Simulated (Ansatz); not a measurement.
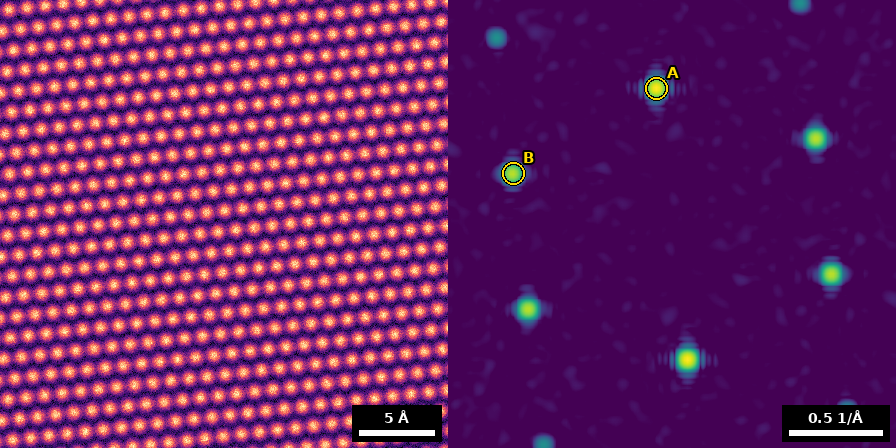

HAADF-like image of Ru (Fd-3m, No. 227) along [210]. Simulation: incoherent imaging, intensity Z^1.6 per atom, probe width 0.76 Å, thin sample. The display is stretched by a gamma of 0.65; percentages refer to the linear signal. Shot noise was added. Model: the geometry given to an electronic-structure calculation, possibly off equilibrium; the starting structure was generated, so it need not be a known form of this composition.

The right panel is the modulus of the image's Fourier transform on a logarithmic scale.

a = 5.454 Å, b = 5.454 Å, c = 5.454 Å, α = 90.00°, β = 90.00°, γ = 90.00°

**Index the marked spots and give their plane spacings (the zone axis points at the viewer; indices equivalent by symmetry, or all signs reversed, are as good).**

A: (0 0 -4), d = 1.36 Å; B: (-2 4 -2), d = 1.11 Å. A and B enclose 66°, and every spot obeys the zone law hu + kv + lw = 0 for [210].
